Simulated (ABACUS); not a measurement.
# Single-point calculation at one volume of an equation of state, with input and output: C (part 1 of 2)

C (Fd-3m, 2 atoms in the cell), computed with Kohn-Sham DFT of a periodic cell, r2SCAN, SG15 ONCV 1.2 PBE, no spin polarisation (ABACUS 3.10.1).

The structure derives from an entry of the Crystallography Open Database. It belongs to a series of runs on one base structure; here: volume scaled by 1.06.

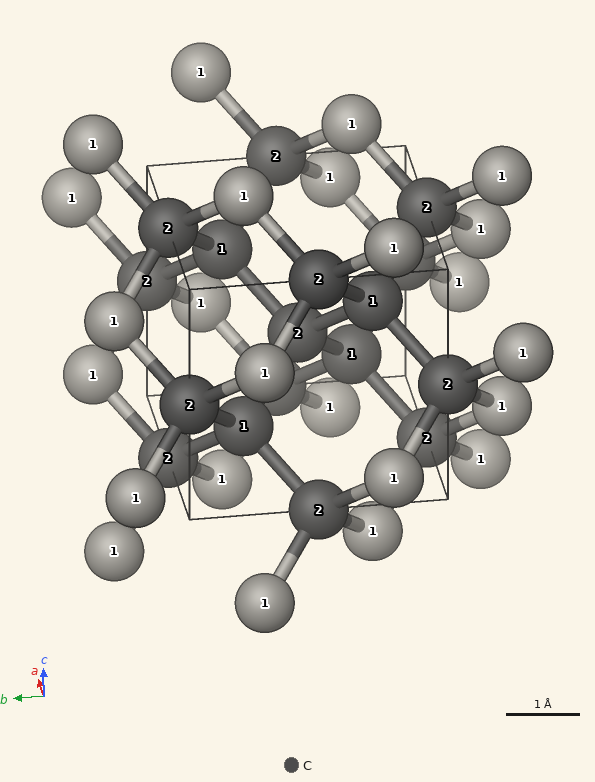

Figure 1. The input geometry (ball-and-stick view of the cell 4 times as large as that of the calculation, set on its symmetry axes, seen at an oblique angle; neighbours outside the cell are drawn fainter; atoms are numbered from 1 in the order of the input). An atom can appear more than once, as a periodic image. Near neighbours in the periodic cell (some may lie outside the picture): C has 4 C at 1.57 Å.

### The input
```python
"""ABACUS run from a structure file: ASE reads it, the script writes STRU, KPT and INPUT."""
import re
import subprocess
from ase.io import read
from ase.units import Bohr

atoms = read("C.cif")
atoms = atoms[(-atoms.numbers).argsort(kind="stable")]  # ABACUS lists atoms element by element
pseudo = {'C': 'C_ONCV_PBE-1.2.upf'}
orbital = {}
magmoms = None
kmesh = [8, 8, 8]
params = {
    'suffix': 'C',
    'calculation': 'scf',
    'basis_type': 'pw',
    'pseudo_dir': './',
    'symmetry': 1,
    'dft_functional': 'MGGA_X_R2SCAN+MGGA_C_R2SCAN',
    'ecutwfc': 95,
    'pseudo_rcut': 7,
    'nspin': 1,
    'nbands': 8,
    'ks_solver': 'dav',
    'smearing_method': 'fd',
    'smearing_sigma': 0.00367493,
    'scf_thr': 1e-08,
    'scf_nmax': 100,
    'mixing_type': 'broyden',
    'mixing_beta': 0.7,
    'cal_force': 1,
    'cal_stress': 1,
    'mixing_tau': 1,
    'kpar': 4,
}

symbols = atoms.get_chemical_symbols()
elements = list(dict.fromkeys(symbols))
lines = ["ATOMIC_SPECIES"] + [f"{e} {atoms.get_masses()[symbols.index(e)]:.4f} {pseudo[e]}" for e in elements]
if orbital:
    lines += ["", "NUMERICAL_ORBITAL"] + [orbital[e] for e in elements]
lines += ["", "LATTICE_CONSTANT", f"{1 / Bohr:.10f}", "", "LATTICE_VECTORS"]
lines += [" ".join(f"{x:.10f}" for x in v) for v in atoms.cell]
lines += ["", "ATOMIC_POSITIONS", "Direct"]
for e in elements:
    lines += ["", e, "0.0", str(symbols.count(e))]
    for i, p in enumerate(atoms.get_scaled_positions(wrap=False)):
        if symbols[i] == e:
            mag = "" if magmoms is None else " mag " + " ".join(str(x) for x in (magmoms[i] if isinstance(magmoms[i], list) else [magmoms[i]]))
            lines.append(" ".join(f"{x:.10f}" for x in p) + " 1 1 1" + mag)
open("STRU", "w").write("\n".join(lines) + "\n")
open("KPT", "w").write("K_POINTS\n0\nGamma\n%d %d %d 0 0 0\n" % tuple(kmesh))
open("INPUT", "w").write("INPUT_PARAMETERS\n" + "".join(f"{k:<20s}{v}\n" for k, v in params.items()))

done = subprocess.run(['mpirun', '-np', '4', 'abacus'])
if done.returncode:
    raise SystemExit(done.returncode)
log = open("OUT.C/running_scf.log").read()
print("final energy (eV):", re.findall(r"FINAL_ETOT_IS (\S+)", log))
```

### File C.cif
```
data_C
_cell_length_a 2.57153087
_cell_length_b 2.57153087
_cell_length_c 2.57153087
_cell_angle_alpha 60.00000000
_cell_angle_beta 60.00000000
_cell_angle_gamma 60.00000000
_space_group_name_H-M_alt 'P1'
_space_group_name_Hall 'P 1'
_space_group_IT_number 1
loop_
_space_group_symop_operation_xyz
'x,y,z'
loop_
_atom_site_label
_atom_site_type_symbol
_atom_site_symmetry_multiplicity
_atom_site_Wyckoff_symbol
_atom_site_fract_x
_atom_site_fract_y
_atom_site_fract_z
_atom_site_occupancy
C1 C 1 a 0.7500000000 0.7500000000 0.7500000000 1
C2 C 1 a 0.5000000000 0.5000000000 0.5000000000 1
```

### File INPUT
```
INPUT_PARAMETERS
suffix              C
calculation         scf
basis_type          pw
pseudo_dir          ./
symmetry            1
dft_functional      MGGA_X_R2SCAN+MGGA_C_R2SCAN
ecutwfc             95
pseudo_rcut         7
nspin               1
nbands              8
ks_solver           dav
smearing_method     fd
smearing_sigma      0.00367493
scf_thr             1e-08
scf_nmax            100
mixing_type         broyden
mixing_beta         0.7
cal_force           1
cal_stress          1
mixing_tau          1
kpar                4
```

### File STRU
```
ATOMIC_SPECIES
C 12.0110 C_ONCV_PBE-1.2.upf

LATTICE_CONSTANT
1.8897261258

LATTICE_VECTORS
2.5715308700 0.0000000000 0.0000000000
1.2857654350 2.2270110600 0.0000000000
1.2857654350 0.7423370200 2.0996461631

ATOMIC_POSITIONS
Direct

C
0.0
2
0.7500000000 0.7500000000 0.7500000000 1 1 1
0.5000000000 0.5000000000 0.5000000000 1 1 1
```

### File KPT
```
K_POINTS
0
Gamma
8 8 8 0 0 0
```

Hardware: 4 threads of AMD EPYC (Zen 5), 32 GiB of memory available, shared host.

Run as:
```bash
OMP_NUM_THREADS=1 python run_abacus.py > log
```

### What the program printed
```
ABACUS v3.10.1

               Atomic-orbital Based Ab-initio Computation at UStc

 ------------------------------------------------------------------------------------

 READING GENERAL INFORMATION
                           global_out_dir = OUT.C/
                           global_in_card = INPUT
                               pseudo_dir = ./
                              orbital_dir =
                                    DSIZE = 4
                                    GSIZE = 1

 READING UNITCELL INFORMATION
                                    ntype = 1
                  lattice constant (Bohr) = 1.88973
              lattice constant (Angstrom) = 1

 READING ATOM TYPE 1
                               atom label = C
                      L=0, number of zeta = 1
                      L=1, number of zeta = 1
                      L=2, number of zeta = 1
             number of atom for this type = 2

                        TOTAL ATOM NUMBER = 2
DIRECT COORDINATES
    atom                   x                   y                   z     mag                  vx                  vy                  vz
taud_C1            0.7500000000        0.7500000000        0.7500000000  0.0000        0.0000000000        0.0000000000        0.0000000000
taud_C2            0.5000000000        0.5000000000        0.5000000000  0.0000        0.0000000000        0.0000000000        0.0000000000

                          Volume (Bohr^3) = 81.1441
                             Volume (A^3) = 12.0243

 Lattice vectors: (Cartesian coordinate: in unit of a_0)
             +2.57153                  +0                  +0
             +1.28577            +2.22701                  +0
             +1.28577           +0.742337            +2.09965
 Reciprocal vectors: (Cartesian coordinate: in unit of 2 pi/a_0)
            +0.388873           -0.224516           -0.158757
                   -0           +0.449032           -0.158757
                   +0                  -0           +0.476271
 The esolver type has been set to : ksdft_pw

                PAO radial cut off (Bohr) = 7

 Read in pseudopotential file is C_ONCV_PBE-1.2.upf
                     pseudopotential type = NC
          exchange-correlation functional = PBE
                 nonlocal core correction = 0
                        valence electrons = 4
                                     lmax = 1
                           number of zeta = 0
                     number of projectors = 4
                           L of projector = 0
                           L of projector = 0
                           L of projector = 1
                           L of projector = 1
 XC functional updated to : MGGA_X_R2SCAN+MGGA_C_R2SCAN
          exchange-correlation functional = MGGA_X_R2SCAN+MGGA_C_R2SCAN
     initial pseudo atomic orbital number = 0

 SETUP THE ELECTRONS NUMBER
             electron number of element C = 4
       total electron number of element C = 8
            AUTOSET number of electrons:  = 8
                           occupied bands = 4
                                   NBANDS = 8
                                   NLOCAL = 18

 SETUP THE PLANE WAVE BASIS
 energy cutoff for charge/potential (unit:Ry) = 380
            fft grid for charge/potential = [ 32, 32, 32 ]
                        fft grid division = [ 1, 1, 1 ]
        big fft grid for charge/potential = [ 32, 32, 32 ]
                                     nbxx = 32768
                                     nrxx = 32768

 SETUP PLANE WAVES FOR CHARGE/POTENTIAL
                    number of plane waves = 10081
                         number of sticks = 613

 PARALLEL PW FOR CHARGE/POTENTIAL
     PROC   COLUMNS(POT)             PW
        1            613          10081
 --------------- sum -------------------
        1            613          10081
                            number of |g| = 153
                                  max |g| = 34.1763
                                  min |g| = 0

----------- Double Check Mixing Parameters Begin ------------
mixing_type: broyden
mixing_beta: 0.7
mixing_gg0: 1
mixing_gg0_min: 0.1
mixing_ndim: 8
----------- Double Check Mixing Parameters End ------------

 LATTICE VECTORS: (CARTESIAN COORDINATE: IN UNIT OF A0)
             +2.57153                  +0                  +0
             +1.28577            +2.22701                  +0
             +1.28577           +0.742337            +2.09965
                       right hand lattice = 1
                                   NORM_A = 2.57153
                                   NORM_B = 2.57153
                                   NORM_C = 2.57153
                           ALPHA (DEGREE) = 60
                           BETA  (DEGREE) = 60
                           GAMMA (DEGREE) = 60

 The lattice vectors have been changed (STRU_SIMPLE.cif)

(for optimal symmetric configuration:)
                             BRAVAIS TYPE = 3
                     BRAVAIS LATTICE NAME = 03. Cubic F (face-centered)
                                    ibrav = 3
                                    IBRAV = 3
                                  BRAVAIS = FACE CENTERED CUBIC
                       LATTICE CONSTANT A = 3.63669
Original cell was already a primitive cell.
                        ROTATION MATRICES = 48
              PURE POINT GROUP OPERATIONS = 24
                   SPACE GROUP OPERATIONS = 48
                                       C2 = 3
                                       C3 = 8
                                       C4 = 0
                                       C6 = 0
                                       S1 = 6
                                       S3 = 0
                                       S4 = 6
                                       S6 = 0
                              POINT GROUP = T_d
               POINT GROUP IN SPACE GROUP = O_h

 SETUP K-POINTS
                                    nspin = 1
                   Input type of k points = Monkhorst-Pack(Gamma)
                                   nkstot = 512
                       right hand lattice = 1
(for reciprocal lattice: )
                             BRAVAIS TYPE = 2
                     BRAVAIS LATTICE NAME = 02. Cubic I (body-centered)
                                    ibrav = 2
                       right hand lattice = 1
(for k-lattice: )
                             BRAVAIS TYPE = 2
                     BRAVAIS LATTICE NAME = 02. Cubic I (body-centered)
                                    ibrav = 2
                       right hand lattice = 1
                        ROTATION MATRICES = 48
                               nkstot_ibz = 29
K-POINTS REDUCTION ACCORDING TO SYMMETRY
     IBZ    DIRECT_X    DIRECT_Y    DIRECT_Z  WEIGHT  ibz2bz
       1  0.00000000  0.00000000  0.00000000  0.0020       0
       2  0.12500000  0.12500000  0.12500000  0.0156       1
       3  0.25000000  0.25000000  0.25000000  0.0156       2
       4  0.37500000  0.37500000  0.37500000  0.0156       3
       5  0.50000000  0.50000000  0.50000000  0.0078       4
       6  0.12500000  0.12500000  0.00000000  0.0117       9
       7  0.25000000  0.25000000  0.12500000  0.0469      10
       8  0.37500000  0.37500000  0.25000000  0.0469      11
       9  0.50000000  0.50000000  0.37500000  0.0469      12
      10  0.50000000  0.37500000  0.37500000  0.0469      13
      11  0.37500000  0.25000000  0.25000000  0.0469      14
      12  0.12500000  0.12500000  0.25000000  0.0234      15
      13  0.25000000  0.25000000  0.00000000  0.0117      18
      14  0.37500000  0.37500000  0.12500000  0.0469      19
      15  0.50000000  0.50000000  0.25000000  0.0469      20
      16 -0.37500000  0.37500000  0.37500000  0.0469      21
      17  0.50000000  0.25000000  0.25000000  0.0234      22
      18  0.37500000  0.37500000  0.00000000  0.0117      27
      19  0.50000000  0.50000000  0.12500000  0.0469      28
      20 -0.25000000  0.37500000  0.37500000  0.0234      29
      21  0.50000000  0.50000000  0.00000000  0.0059      36
      22  0.37500000  0.25000000  0.12500000  0.0469      83
      23  0.50000000  0.37500000  0.25000000  0.0938      84
      24  0.50000000  0.37500000 -0.37500000  0.0469      85
      25  0.50000000  0.37500000  0.12500000  0.0469      92
      26  0.50000000  0.37500000 -0.25000000  0.0938      93
      27 -0.37500000  0.37500000  0.25000000  0.0469      94
      28 -0.12500000  0.50000000  0.37500000  0.0234     101
      29  0.50000000  0.25000000 -0.25000000  0.0117     166

                               nkstot now = 29
[... K-POINTS DIRECT COORDINATES: 29 rows ...]

           k-point number in this process = 8
       minimum distributed K point number = 7
[... stars of the k points ...]
```
